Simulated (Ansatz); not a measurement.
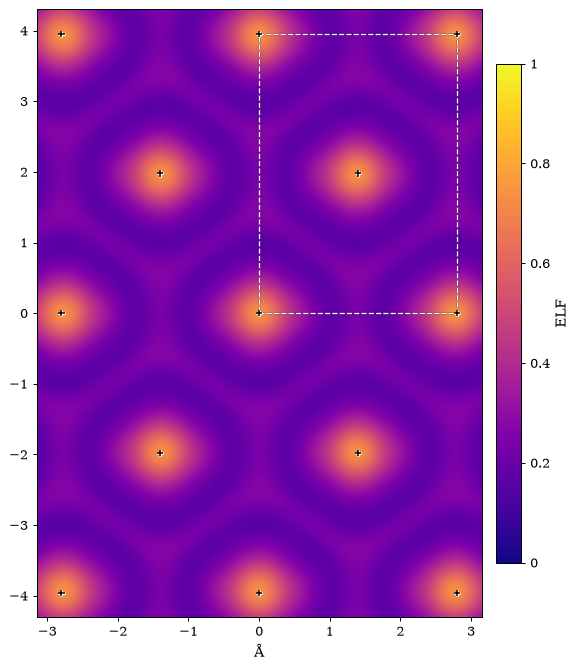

The electron localisation function on a plane through atoms (crosses mark nuclei in the plane).

These are results of Kohn-Sham DFT of a periodic cell, HSE03, Ansatz PAW (Ansatz), not measurements.

Candidates:
A. Ni, a = 2.80 Å, b = 2.80 Å, c = 2.80 Å, α = 90.00°, β = 90.00°, γ = 90.00°. Space group Im-3m; a structure from a database of computed crystals, not necessarily the ambient phase; spin-polarised.
B. In, a = 3.25 Å, b = 3.25 Å, c = 4.95 Å, α = 90.00°, β = 90.00°, γ = 90.00°. Space group I4/mmm.

### Which candidate gave the map?

Candidate A: Ni on the (110) plane of the conventional cell, which holds Ni. Ni–Ni (2.42 Å): the ELF is about 0.25 at the midpoint (no localised pair shows between them).
